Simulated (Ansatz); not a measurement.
Geometry relaxation, with input and output: C

The run: geometry relaxation of C (P6₃/mmc, 4 atoms in the cell). Method and program: DFT PBEsol, scalar-relativistic, plane waves, PAW, no spin polarisation (Ansatz 0.2.0).

The structure derives from an entry of the Crystallography Open Database. Figures and captions count atoms from 1; the log counts them from 0 in places.

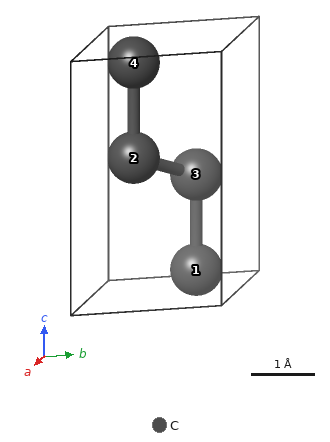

Figure 1. The input geometry (ball-and-stick view of the cell of the calculation, seen slightly off an axis; atoms are numbered from 1 in the order of the input). Near neighbours in the crystal (not all of them lie inside the picture): C has 4 C at 1.53 to 1.56 Å.

## The input
```yaml
crystal:
  lattice:
    - [2.4988149028, 0.0, 0.0]
    - [-1.2494074514, 2.1640371852, 0.0]
    - [0.0, 0.0, 4.1608356934]
  atoms:
    - { symbol: C, position: [0.3333333333, 0.6666666667, 0.0628016474] }
    - { symbol: C, position: [0.6666666667, 0.3333333333, 0.5628016474] }
    - { symbol: C, position: [0.3333333333, 0.6666666667, 0.4371983526] }
    - { symbol: C, position: [0.6666666667, 0.3333333333, 0.9371983526] }
basis:
  ecutwfc: 420
kpoints:
  mp_grid: { grid: [12, 12, 6] }
hamiltonian:
  xc: pbesol
scf:
  occupations: { method: fixed }
output:
  forces: true
  stress: true
  eigenvalues: true
  write_density: true
  write_potential: true
  elf: true
  volumetric_format: npy
relax:
  adjacent_minimum: "off"
  f_tol: 0.001
  max_steps: 60
  cell: { stress_tol: 0.01 }
```

Command:
```bash
ansatz run input.yaml --threads 1 --pin off --max-ram 2560MiB --backend cpu --events-out ev --progress --plain --runs-dir out
```

## Log
```
Engine: ansatz 0.2.0, aarch64-unknown-linux-gnu
Pseudopotentials: kind: paw
Pseudopotential: C, paw, valence charge 4, recommended cutoff 420 eV (normal), C.paw.azcp
Functional definition: PBEsol
  exchange = pbesol_x
  correlation = pbesol_c
Crystal: 4 atoms, lattice volume = 22.500 Å³
Basis set: ecut = 420 eV, 415 PW (Γ), exchange–correlation on 36×36×60 points (8 copies of the dense FFT grid, shifted against one another)
Bands: 12, of which v1, the nominal top of the filled ones, is band 8 counted from 1 (7 counted from 0)
Symmetry: 24 space group operations
Space group: P63/mmc (ITA 194), of the structure as read, at distance tolerance 2.8e-5 Å
k-points: 76 of 864
Non-local potential: C, projectors of the file, l = 0: 2, l = 1: 2, l = 2: 1
PAW form: soft (Blöchl's): semilocal exchange-correlation on the pseudo side does not see the compensation charge
PAW frozen core: C, regenerated for the run's functional, and the local potential with it (the file was generated under x = pbe(κ = 0.804, μ = 0.2195149727645171), c = pbe(β = 0.06672455060314922))
PAW one-centre angular grid: C, 110 points (default); XC on 64 Gauss nodes
Initial density: superposition of atomic densities (neutral atoms: chi_scale 0, normalization atom), corrected by the library's trained network
Initial wavefunctions: pseudopotential atomic-orbital guess
Functional: x = pbesol(κ = 0.804, μ = 0.12345679012345678), c = pbesol(β = 0.046)
SCF iter   1: F=—  HF=-986.581816 eV  |F-HF|=—  |Δ(HF+E_count)|=         —  Δρ=8.69e-3  dr2=1.23e-2  ethr=1.77e-3  ⟨swp⟩=4.5  Hψ=4695  notcnv=0  defer=118
preconditioner: auto → none  [insulator: Δε(μ)=3.008 eV  Ē_g=16.961 eV  n_scr=2 (ndim 8)  ℏωp=31.3 eV  f_vac=0.000  ε∞_Penn≈4.4]
SCF iter   2: F=—  HF=-986.577334 eV  |F-HF|=—  |Δ(HF+E_count)|=   4.48e-3  Δρ=3.17e-3  dr2=1.49e-3  ethr=7.67e-5  ⟨swp⟩=2.4  Hψ=1886  notcnv=0  defer=147
SCF iter   3: F=—  HF=-986.576809 eV  |F-HF|=—  |Δ(HF+E_count)|=   5.24e-4  Δρ=3.41e-4  dr2=7.18e-6  ethr=9.33e-6  ⟨swp⟩=2.5  Hψ=1610  notcnv=0  defer=147
SCF iter   4: F=—  HF=-986.576805 eV  |F-HF|=—  |Δ(HF+E_count)|=   4.20e-6  Δρ=3.14e-5  dr2=1.59e-7  ethr=4.49e-8  ⟨swp⟩=1.7  Hψ=1152  notcnv=0  defer=4
iter 5 did not close the SCF: its close was put off for the readings that it lacked (scf_convergence_deferred on its scf_iter line)
SCF iter   5: F=-986.576805 eV  HF=-986.576805 eV  |F-HF|=2.09e-9  |Δ(HF+E_count)|=   6.40e-8  Δρ=7.29e-6  dr2=5.57e-9  ethr=9.95e-10  ⟨swp⟩=2.8  Hψ=1596  notcnv=0  defer=4
SCF iter   6: F=-986.576805 eV  HF=-986.576805 eV  |F-HF|=1.24e-11  |Δ(HF+E_count)|=   1.41e-9  Δρ=5.00e-7  dr2=1.26e-11  ethr=3.48e-11  ⟨swp⟩=6.5  Hψ=5995  notcnv=0
SCF 1 converged in 6 iterations: F = -986.576805 eV  dr2 = 1.26e-11
  greatest PAW one-centre occupation: 0.644 electrons in one spin orbital (limit 2), on the C atom at site 3 (counted from 0), in its partial waves of l = 0
relax step   1: F+E_penalty+E_count = -986.57680480 eV  Δ(F+E_penalty+E_count) = +0.000e0 eV  max|allowed force component| = 1.540e-4 eV/Å  Δτ_max = 0.0000 Å  P = +0.007 GPa  Ω = 22.500 Å³  (6 SCF iters, dr2 threshold 1.00e-7 eV, accepted)
Initial density: handed on by an earlier stage of this run
Initial wavefunctions: those handed on with the density
iter 1 solved again at ethr=9.85e-12 eV; its pass at ethr=3.10e-3 eV (dr2=1.58e-9 eV) is discarded
SCF iter   1: F=—  HF=-986.576807 eV  |F-HF|=—  |Δ(HF+E_count)|=         —  Δρ=3.15e-6  dr2=1.52e-9  ethr=9.85e-12  ⟨swp⟩=2.6  Hψ=5309  notcnv=0
preconditioner: auto → none  [insulator: Δε(μ)=3.054 eV  Ē_g=16.970 eV  n_scr=2 (ndim 8)  ℏωp=31.3 eV  f_vac=0.000  ε∞_Penn≈4.4]
SCF iter   2: F=-986.576803 eV  HF=-986.576803 eV  |F-HF|=3.73e-11  |Δ(HF+E_count)|=   3.80e-6  Δρ=1.15e-6  dr2=1.77e-10  ethr=2.44e-12  ⟨swp⟩=4.7  Hψ=4672  notcnv=0
SCF 2 converged in 2 iterations: F = -986.576803 eV  dr2 = 1.77e-10
relax step   2: F+E_penalty+E_count = -986.57680336 eV  Δ(F+E_penalty+E_count) = +1.441e-6 eV  max|allowed force component| = 1.033e-4 eV/Å  Δτ_max = 0.0000 Å  P = +0.003 GPa  Ω = 22.500 Å³  energy of the carried Pulay correction = -1.449e-6 eV  (2 SCF iters, dr2 threshold 3.91e-10 eV, accepted)
Initial wavefunctions: pseudopotential atomic-orbital guess (no wavefunctions were taken with the density)
iter 1 solved again at ethr=6.30e-9 eV; its pass at ethr=3.10e-3 eV (dr2=1.01e-6 eV) is discarded
SCF iter   1: F=—  HF=-986.576807 eV  |F-HF|=—  |Δ(HF+E_count)|=         —  Δρ=1.23e-6  dr2=1.98e-10  ethr=6.30e-9  ⟨swp⟩=3.1  Hψ=7260  notcnv=0  defer=137
SCF iter   2: F=—  HF=-986.576803 eV  |F-HF|=—  |Δ(HF+E_count)|=   3.80e-6  Δρ=5.83e-7  dr2=2.54e-11  ethr=1.24e-12  ⟨swp⟩=3.2  Hψ=1865  notcnv=0  defer=137
SCF iter   3: F=-986.576803 eV  HF=-986.576803 eV  |F-HF|=9.09e-13  |Δ(HF+E_count)|=  2.71e-11  Δρ=1.11e-7  dr2=7.07e-13  ethr=1.00e-12  ⟨swp⟩=7.4  Hψ=5328  notcnv=0
SCF 3 converged in 3 iterations: F = -986.576803 eV  dr2 = 7.07e-13
relax step   3: F+E_penalty+E_count = -986.57680336 eV  Δ(F+E_penalty+E_count) = -1.955e-11 eV  max|allowed force component| = 1.011e-4 eV/Å  Δτ_max = 0.0000 Å  P = +0.003 GPa  Ω = 22.500 Å³  stress off target by 4.05e-3 GPa  SCF on the basis re-selected at this cell (its energy is not comparable with the rows above)  (3 SCF iters)
```

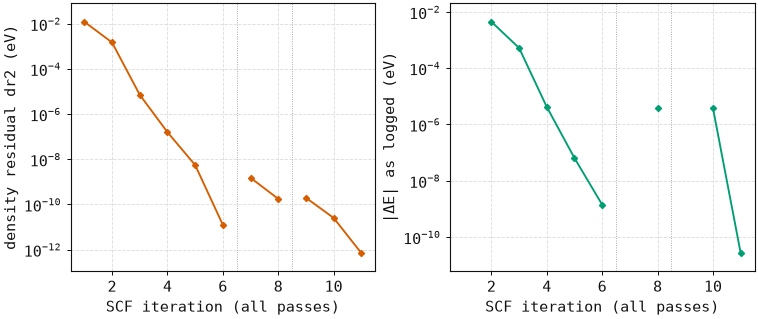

Figure 2. Convergence of the self-consistent field: density residual dr2 and size of the energy change against the SCF iteration. The dotted lines part the SCF passes of the relaxation: geometry steps, rejected trials and re-solves on a re-selected basis. The passes take 6, 2 and 3 iterations.

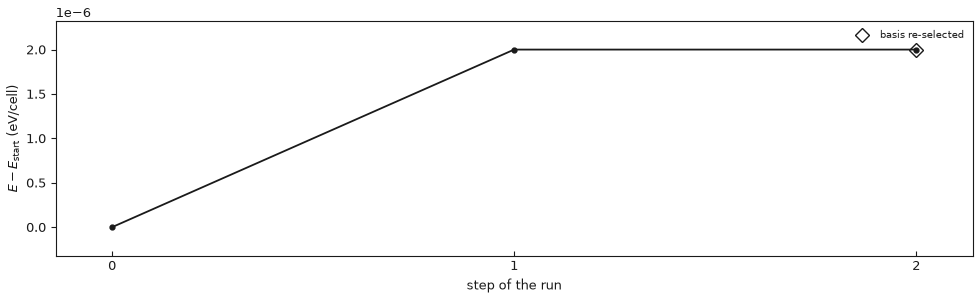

Figure 3. Progress of the relaxation, step by step (the first geometry is step 0 here and step 1 in the log). The atoms keep their places (all moves are under 0.005 Å). The cell stays as it was. The space group stays P6_3/mmc (No. 194). The energy rises by next to nothing (0.0 meV per cell of the calculation) in 1 geometry step. The largest force component goes from 0.00015 to 0.0001 eV/Å. Pressure: 0.01 GPa at the start and 0.00 GPa at the end. A last SCF at the same geometry on a re-selected plane-wave basis shifts the energy by next to nothing (0.0 meV per cell of the calculation). (Atoms are counted from 1 in the order of the input.)

```
basis re-selected at this cell: Δ(F+E_penalty+E_count) = -1.955e-11 eV, ΔP = -0.000 GPa vs the last step (what re-selecting the basis moved, of the pressure what is left beyond the Pulay correction that the steps carried, after the strain that the cell walked since its last selection, with what the two solves' SCF thresholds leave and, on support functions, any second-order correction that the steps lacked; it is no measure of the basis error at this ecutwfc). This SCF's stress stands 4.05e-3 GPa from its target on what of the cell is left free (relax.cell.stress_tol is 1.00e-2 GPa) and its largest allowed force component is 1.01e-4 eV/Å (relax.f_tol is 1.00e-3 eV/Å): within both
SCF converged after 3 iterations
Free energy (F): -986.576803 eV
Harris-Foulkes:  -986.576803 eV  (|F-HF|=9.09e-13)
Internal energy: -986.576803 eV  (E = F + TS)
E sigma→0 (E₀):  -986.576803 eV
Fermi energy:    13.740434 eV
--- Per-component energies (eV) ---
  E_band       = 70.157107
  E_kinetic    = 369.058580
  E_local      = -243.890916  (includes V_loc(G=0)·N_el)
  E_nonlocal   = 107.049899
  E_hartree    = 53.249596
  E_xc         = -193.806651
  E_vxc        = -241.346973  (∫ρ·V_xc dr)
  E_paw        = -381.402598  (= ΣΔE_a)
  E_vpaw       = -27.212717  (= ΣTr[D̂ρ^β])
  E_aug_tail   = 0.000035  (compensation charges beyond the density's cutoff)
  E_ewald      = -696.919150
  E_core_change = 0.084402  (= ΣΔE_core)
  E_smearing   = -0.000000  (= −TS)
  E_closure    = -0.000000  (closes the sum)
  Σ components = -986.576803   (vs F -986.576803, Δ=0.00e0)
--- Forces (eV/Å), atoms counted from 1 ---
  atom   1  C      0.00000000    -0.00000000    -0.00010105
  atom   2  C      0.00000000     0.00000000    -0.00010105
  atom   3  C      0.00000000    -0.00000000     0.00010105
  atom   4  C     -0.00000000     0.00000000     0.00010105
  max |Σ_I F_I| component: 1.39e-17 eV/Å
--- Stress (GPa, compression-positive) ---
        0.004045       0.000000       0.000000
        0.000000       0.004045       0.000000
        0.000000       0.000000      -0.000027
  P = ⅓ Tr σ = 0.0027 GPa (0.027 kbar)
--- Band table (eV; the first three rows and the last of 76) ---
  k-point 0: bands = ["-8.2155", "-2.5451", "-0.1534", "10.6119", "10.6119", "13.2320", "13.7404", "13.7404", "18.6669", "18.6669", "19.0437", "21.9404"]
  k-point 1: bands = ["-8.0264", "-3.6956", "1.3185", "10.7606", "10.7606", "12.0113", "13.4100", "13.4100", "19.0253", "19.0253", "19.7166", "21.9012"]
  k-point 2: bands = ["-7.4615", "-5.2477", "3.8169", "9.4624", "11.1925", "11.1925", "12.6678", "12.6678", "19.8886", "19.8886", "20.7356", "21.7529"]
  k-point 75: bands = ["0.1078", "0.1078", "1.1351", "1.1351", "4.0212", "4.0212", "9.3720", "9.3720", "21.1475", "21.1475", "22.6333", "22.6333"]
--- Relaxed structure (2 steps of the walk, 2 accepted, 1 SCFs on fresh bases) ---
  F+E_penalty+E_count = -986.57680336 eV   max|allowed force component| = 1.011e-4 eV/Å   (the final SCF, on the basis selected at the relaxed cell)
  cell:  # Å, volume = 22.5000 Å³
    - [2.498814864808548, 0.0, 0.0]
    - [-1.249407432404274, 2.16403715227838, 0.0]
    - [0.0, 0.0, 4.160874821112931]
  atoms:
    - { symbol: C, position: [0.3333333333333333, 0.6666666666666666, 0.06280251723636783] }
    - { symbol: C, position: [0.6666666666666666, 0.3333333333333333, 0.5628025172363679] }
    - { symbol: C, position: [0.3333333333333333, 0.6666666666666666, 0.43719748276363213] }
    - { symbol: C, position: [0.6666666666666666, 0.3333333333333333, 0.9371974827636319] }
```

## Trajectory as extended XYZ (Å, eV, eV/Å), 3 frames, from step=1 to step=3
```
4
Lattice="2.4988 0.0000 0.0000 -1.2494 2.1640 0.0000 0.0000 0.0000 4.1608" Properties=species:S:1:pos:R:3:forces:R:3 step=1 energy=-986.57681 pressure_GPa=0.01
C     0.0000    1.4427    0.2613    0.0000   0.0000   0.0002
C     1.2494    0.7213    2.3417    0.0000   0.0000   0.0002
C     0.0000    1.4427    1.8191    0.0000   0.0000  -0.0002
C     1.2494    0.7213    3.8995    0.0000   0.0000  -0.0002
4
Lattice="2.4988 0.0000 0.0000 -1.2494 2.1640 0.0000 0.0000 0.0000 4.1609" Properties=species:S:1:pos:R:3:forces:R:3 step=2 energy=-986.57680 pressure_GPa=0.00
C     0.0000    1.4427    0.2613    0.0000   0.0000  -0.0001
C     1.2494    0.7213    2.3418    0.0000   0.0000  -0.0001
C     0.0000    1.4427    1.8191    0.0000   0.0000   0.0001
C     1.2494    0.7213    3.8996    0.0000   0.0000   0.0001
4
Lattice="2.4988 0.0000 0.0000 -1.2494 2.1640 0.0000 0.0000 0.0000 4.1609" Properties=species:S:1:pos:R:3:forces:R:3 step=3 energy=-986.57680 pressure_GPa=0.00
C     0.0000    1.4427    0.2613    0.0000   0.0000  -0.0001
C     1.2494    0.7213    2.3418    0.0000   0.0000  -0.0001
C     0.0000    1.4427    1.8191    0.0000   0.0000   0.0001
C     1.2494    0.7213    3.8996    0.0000   0.0000   0.0001
```

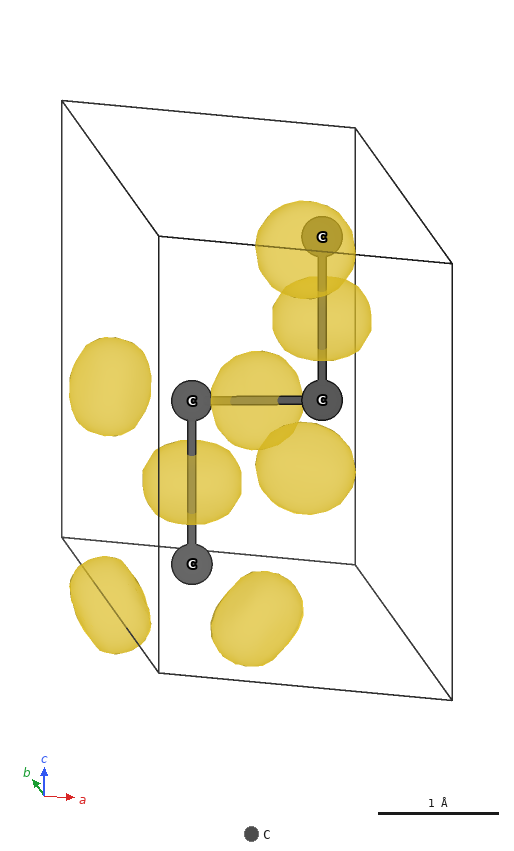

Figure 4. Isosurface of the ELF at 0.8 (yellow), seen at an oblique angle. Only the valence region is drawn (cores and ρ < 0.01 e/Å³ removed). Sticks mark near contacts. The outline is the cell set on symmetry axes. The ELF exceeds this value in eight regions between bonded C–C atoms (shared pairs), counted in one cell of 4 atoms.  Values along the shortest contacts: Core electrons are frozen (PAW), so the fields are smoothed inside the atomic spheres.

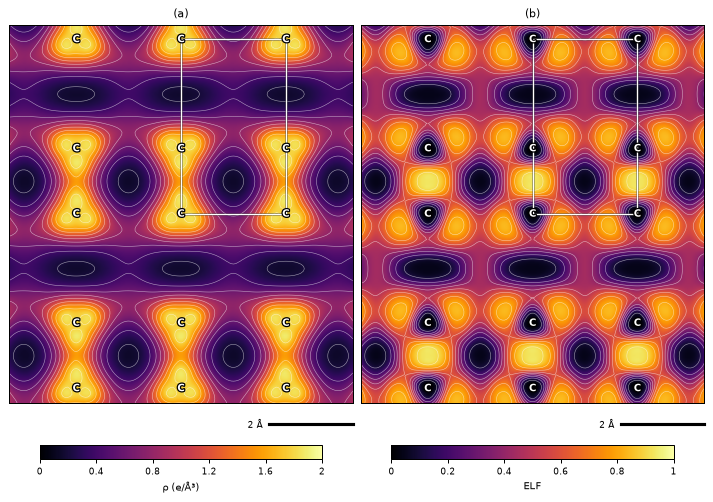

Figure 5. (a) valence charge density (pseudo); (b) electron localisation function on the (100) plane of the conventional cell. The section cuts through C sites. Away from the nuclei the density in this plane falls to 0.15 e/Å³ at its lowest.

## Key numbers

- outcome: converged
- space group (tolerance 0.01 Å): P6₃/mmc (194)
- electrons treated: 16
- free energy: −986.5768 eV
- Fermi energy: 13.740 eV
- gap on the k-point mesh: 3.05 eV
- pressure: 0.00 GPa
- final volume: 22.50 Å³
- largest force (length of the vector) at the end: under 0.001 eV/Å
- final cell: a = 2.499 Å, b = 2.499 Å, c = 4.161 Å, α = 90.00°, β = 90.00°, γ = 120.00°
- hardware: 1 thread of Arm Neoverse N1, 16 GiB of memory available, shared host
- wall time: 6.2 s
- peak memory: 0.29 GiB
